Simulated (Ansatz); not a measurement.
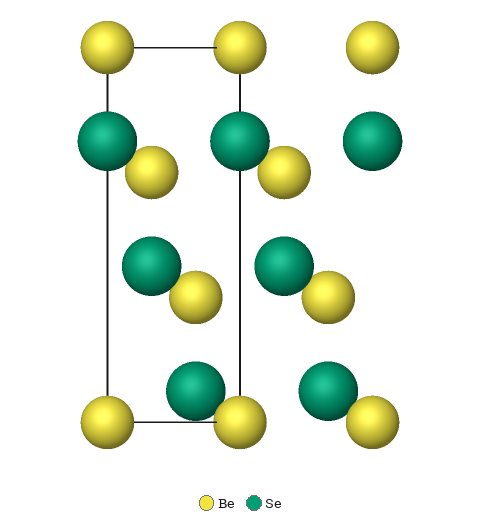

The picture looks along a close-packed row of the hexagonal mesh; [111] points upwards. Every atom sits on one of the three columns of the mesh; call them A, B, C in the order in which they first turn up. The box is the hexagonal cell of the face-centred cubic lattice. The sequence starts with the first layer at or above the cell's origin.

BeSe: a calculation's input that goes back to an entry of the Crystallography Open Database (an earlier step may have relaxed or displaced it).

Question: Read off the stacking sequence over one period.

Answer: Be(A) – Se(B) – Be(B) – Se(C) – Be(C) – Se(A) (six layers in 8.94 Å).

Question: How are the Se layers alone stacked?

Answer: Se layers alone: BCA, the cubic close-packed type.

Question: Which positions between or in the Se layers do the other atoms fill?

Answer: Be: three tetrahedral sites in each hexagonal cell.

Question: What short polytype symbol fits?

Answer: Polytype symbol 3C, the symbol of a tetrahedral polytype (number of double layers in the repeat and lattice).
